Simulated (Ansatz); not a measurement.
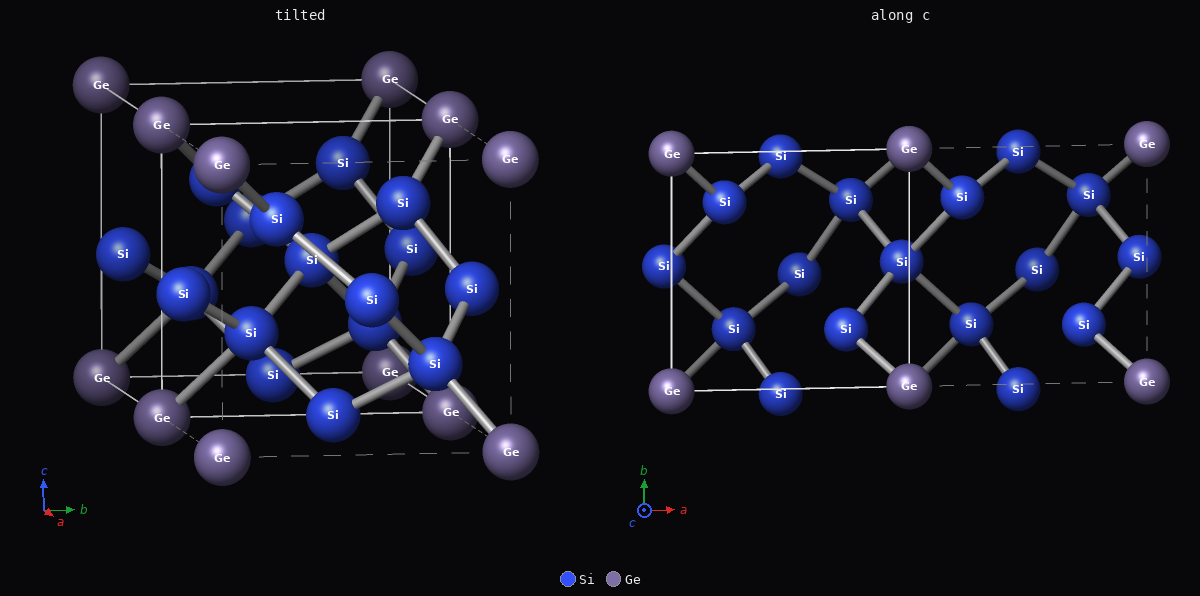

Structure drawing (ball-and-stick), viewed slightly off an axis and along the c axis. The picture spans 2×1×1 cells, one unit cell being drawn with solid lines.

Si7Ge, a = 5.50 Å, b = 5.49 Å, c = 5.52 Å, α = 90.40°, β = 90.52°, γ = 88.83°.

Calculation details: DFT PBEsol, scalar-relativistic, plane waves, PAW in Ansatz; wavefunction cutoff 420 eV, 6×6×6 k-points, Gaussian smearing of 0.03 eV, no spin polarisation.

How large a gap does the method give, if there is one?

A metal: bands cross the Fermi level.

What is the pressure at this volume?

The computed pressure is 2.1 GPa (compressed: it would expand). The stress isn't hydrostatic: its largest component is 6.2 GPa.

The structure comes from a structure listed in the Materials Project. The cell was then strained or its atoms displaced on purpose. It went into a calculation with Ansatz.

At this level of theory the run's own cell isn't at rest (forces up to 5.3 eV/Å), so its distances can differ from those at equilibrium, the more so the softer the solid.
